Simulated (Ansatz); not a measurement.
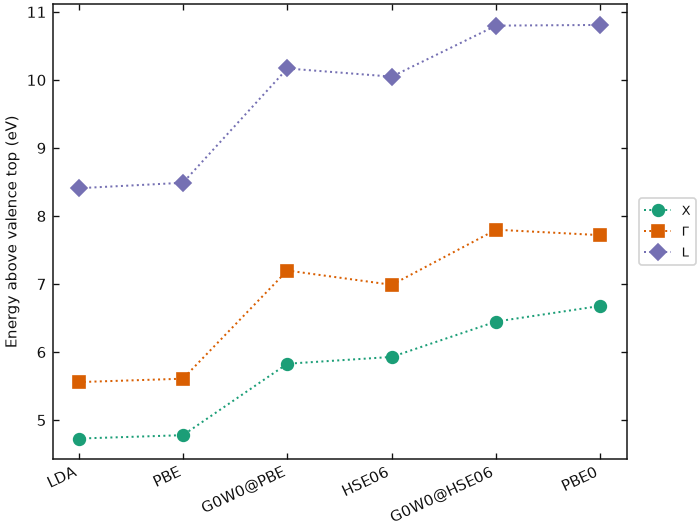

Lowest conduction level at each named k point, counted from the valence-band top at Γ, by several methods on one cell of diamond-type C, space group Fd-3m (No. 227), 2 atoms in the primitive cell, relaxed with r2SCAN; cubic a = 3.560 Å. All runs are without spin-orbit coupling and carry no moments. The cell is at 4 GPa in PBE. The smallest gap lies off these points.

Q: Does G0W0@PBE shift these levels rigidly from PBE?

A: The shifts are +1.05 eV at X, +1.59 eV at Γ and +1.68 eV at L, and at points that aren't plotted +1.46 eV (W): over the named points that both runs hold, a spread of 0.63 eV on a mean of 1.45 eV, so one shift doesn't describe them.

Q: How do the methods rank at X?

A: From low to high: LDA 4.73, PBE 4.78, G0W0@PBE 5.83, HSE06 5.93, G0W0@HSE06 6.45, PBE0 6.68 eV. Too close to rank are G0W0@PBE against HSE06.

Q: Do the methods agree on which of these conduction levels is lowest?

A: Yes: all put it at X.

| method | program | X (eV) | Γ (eV) | L (eV) |
| --- | --- | --- | --- | --- |
| LDA | Ansatz | 4.73 | 5.56 | 8.41 |
| PBE | Ansatz | 4.78 | 5.61 | 8.49 |
| G0W0@PBE | Ansatz | 5.83 | 7.20 | 10.17 |
| HSE06 | Ansatz | 5.93 | 6.99 | 10.05 |
| G0W0@HSE06 | Ansatz | 6.45 | 7.80 | 10.80 |
| PBE0 | Ansatz | 6.68 | 7.72 | 10.81 |

Settings. LDA: Ansatz PAW set, 12×12×12 k mesh, 420 eV cutoff, fixed occupations (Ansatz). PBE: Ansatz PAW set, 12×12×12 k mesh, 420 eV cutoff, Fermi-Dirac smearing of 0.02 eV (Ansatz 0.2.0). G0W0@PBE: PBE, Ansatz PAW set, 8×8×8 k mesh, 420 eV cutoff, fixed occupations (Ansatz 0.2.0), G0W0 with empty bands 25, screening cutoff 100 eV and frequency treatment contour deformation. HSE06: Ansatz PAW set, 8×8×8 k mesh, 420 eV cutoff, fixed occupations (Ansatz 0.2.0). G0W0@HSE06: HSE06, Ansatz PAW set, 8×8×8 k mesh, 420 eV cutoff, fixed occupations (Ansatz 0.2.0), G0W0 with empty bands 61, screening cutoff 180 eV and frequency treatment contour deformation. PBE0: Ansatz PAW set, 8×8×8 k mesh, 420 eV cutoff, fixed occupations (Ansatz).

These are six of the 12 methods that were run on this cell. Diamond is metastable; the stable form of carbon is graphite. LDA, HSE06, G0W0@HSE06 and PBE0: the PAW data sets were made with another functional. LDA, GGA and most meta-GGA functionals understate gaps. Over all k points computed the smallest gap is 4.11 eV in LDA, 4.15 eV in PBE, 5.28 eV in G0W0@PBE, 5.30 eV in HSE06, 5.87 eV in G0W0@HSE06 and 6.05 eV in PBE0, from the valence top at Γ to the conduction bottom at a point off the named ones. The GW runs differ in bands or cutoffs. The GW values are at finite bands, cutoffs and mesh, short of the basis limit.
